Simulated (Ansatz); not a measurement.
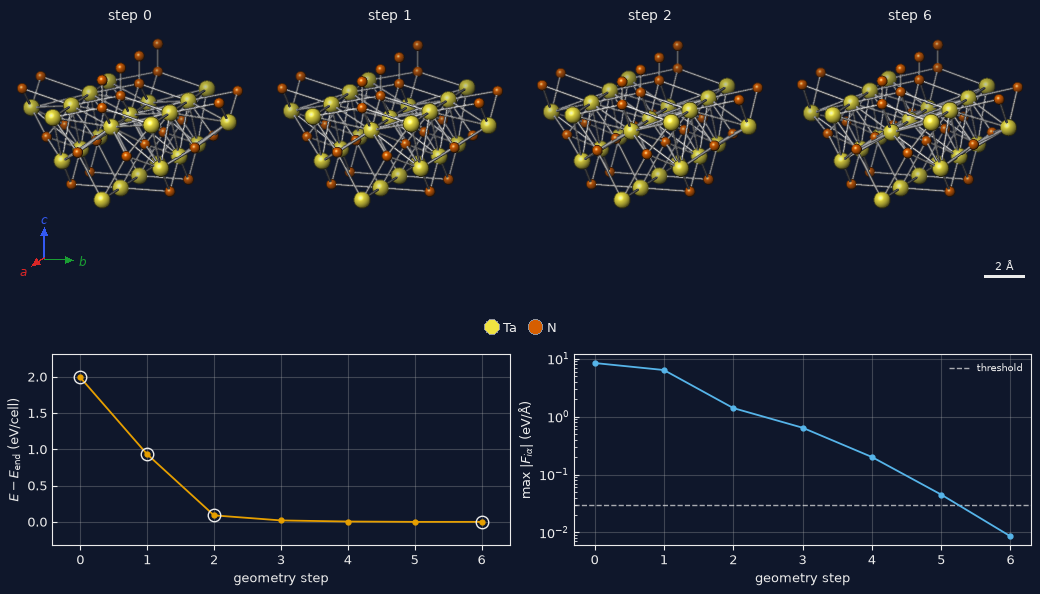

Frames of a constrained relaxation of a slab of composition Ta$_{4}$N$_{5}$ (cut from the P6/mmm phase), marked on the history of the run. Style: ball-and-stick. Shown: the atoms within 5.8 Å of the atom that moves most (axes of the 3 × 2 repeat of the cell, outlined in the plane, without the vacuum), slightly off an axis.

Case: N put at a top N site. The slab is the (1 0 0) face of TaN with N on it. 3 atoms are held fixed.

The calculation used DFT PBEsol, scalar-relativistic, plane waves, PAW (Ansatz 0.2.0).

Input file:
```yaml
crystal:
  lattice:
    - [2.903587389, 0.0, 0.0]
    - [0.0, 5.2050894135, 0.0]
    - [0.0, 0.0, 23.507739661]
  atoms:
    - { symbol: Ta, position: [0.0, 0.5, 0.3615830413] }
    - { symbol: "N", position: [0.0, 0.0, 0.3615830413] }
    - { symbol: Ta, position: [0.5, 0.0, 0.4255015596] }
    - { symbol: "N", position: [0.0, 0.2521432926, 0.4609379267] }
    - { symbol: "N", position: [0.0, 0.7478567074, 0.4609379267] }
    - { symbol: Ta, position: [0.5, 0.5, 0.5076494528] }
    - { symbol: Ta, position: [0.0, 0.0, 0.5333424101] }
    - { symbol: "N", position: [0.0, 0.5, 0.5627604636] }
    - { symbol: "N", position: [0.0, 0.5, 0.6231661011] }
basis:
  ecutwfc: 420
kpoints:
  mp_grid: { grid: [10, 6, 1] }
hamiltonian:
  xc: pbesol
scf:
  occupations: { method: gaussian, width: 0.1 }
output:
  forces: true
  eigenvalues: true
  write_density: true
  write_potential: true
  elf: true
  volumetric_format: npy
relax:
  adjacent_minimum: "off"
  f_tol: 0.03
  max_steps: 70
  constraints: [{ sites: [0, 1, 2] }]
efield:
  axis: 3
  dipole_correction: true
  ramp_width: 0.04
```

Run as
```bash
ansatz run input.yaml --threads 2 --pin off --max-ram 5120MiB --backend cpu --events-out ev --progress --plain --runs-dir out
```

Q: What happens along the run?

A: Over 6 geometry steps the energy falls by 1.992 eV per cell of the calculation. Largest force component: 8.4 eV/Å at the start, 0.0086 eV/Å at the end. Ta6 moves most: 0.27 Å along the normal (−c). By element the largest moves are Ta 0.27 Å, N 0.19 Å. The cell doesn't change. Near-neighbour distances that change, for instance: Ta6–N8 1.946 → 2.281 Å, N8–N9 1.420 → 1.179 Å, Ta1–N4 2.668 → 2.851 Å, Ta3–Ta6 3.241 → 3.085 Å. Among the angles between lasting bonds that change: Ta6–N8–Ta6 96.5° → 79.0°, Ta1–N5–Ta6 98.7° → 88.0°, Ta6–N5–Ta7 87.9° → 98.1°. From step 0 to 1: Ta6 moves most (0.17 Å), energy −1.059 eV per cell of the calculation. From step 1 to 2: N8 moves most (0.17 Å), energy −0.843 eV per cell of the calculation. From step 2 to 6: N atoms move most (0.08 Å), energy −89.7 meV per cell of the calculation.

Limits of the set-up: the cell has an odd number of electrons but was run without spin polarisation; the periodic images lie only 2.9 Å apart, so the values are limited by the cell's size.
